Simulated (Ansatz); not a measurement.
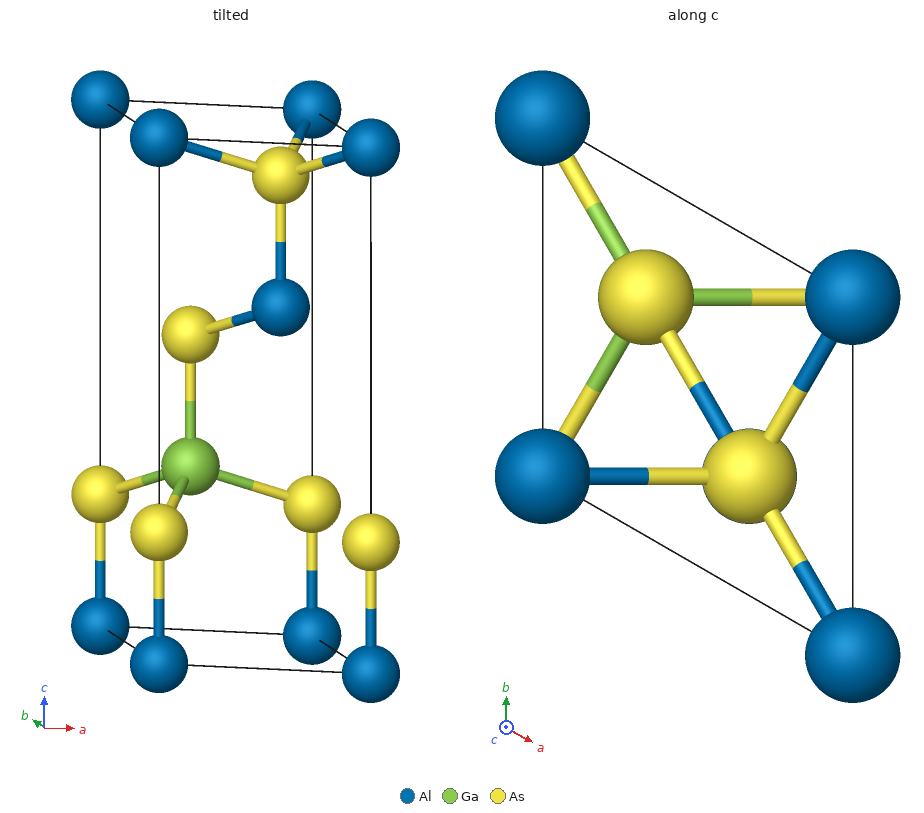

An orthographic ball-and-stick view of the structure, slightly off an axis and along the c axis. Lines trace the edges of the conventional unit cell.

Al$_{2}$GaAs$_{3}$, space group P3m1 (No. 156), a = 4.014 Å, b = 4.014 Å, c = 9.820 Å, α = 90.00°, β = 90.00°, γ = 120.00°. The structure was taken from a structure type filled with these elements by a generator (whether the compound takes this form wasn't checked). Earlier steps of the study, as a rule a relaxation of our own, may have changed the cell and positions, so they can lie some per cent off the listed ones. It was run through Ansatz as a DFT input.

This one geometry was computed with Ansatz (DFT, plane waves, PAW) at five levels of theory: PBE0, HSE06, PBE, r2SCAN and PBE with spin-orbit coupling. It was relaxed beforehand with r2SCAN.

Question: Which level gives the highest pressure at this volume, and what does that say about its equilibrium volume?

Answer: Highest: PBE (2.2 GPa) and PBE with spin-orbit coupling (2.2 GPa), which points to the largest equilibrium volume. Lowest, with the smallest volume: PBE0 (0.2 GPa), HSE06 (0.3 GPa) and r2SCAN (0.0 GPa). Levels within 0.5 GPa of each other can't be told apart.

Question: How does the band gap change with the level of theory?

Answer: PBE with spin-orbit coupling: a gap of 1.03 eV, direct; PBE: a gap of 1.13 eV, direct; r2SCAN: a gap of 1.60 eV, direct; HSE06: a gap of 1.98 eV, direct; PBE0: a gap of 2.60 eV, direct.

Question: Collect the results in a table.

Answer:
| level | cutoff (eV) | k-mesh of the run's cell | gap (eV) | pressure (GPa) |
| --- | --- | --- | --- | --- |
| PBE0 | 420 | 6×6×2 | 2.60 | 0.2 |
| HSE06 | 420 | 6×6×2 | 1.98 | 0.3 |
| PBE | 420 | 12×12×4 | 1.13 | 2.2 |
| r2SCAN | 500 | 12×12×4 | 1.60 | 0.0 |
| PBE with spin-orbit coupling | 420 | 12×12×4 | 1.03 | 2.2 |

Gaps are taken on the k-mesh or band path of each run.
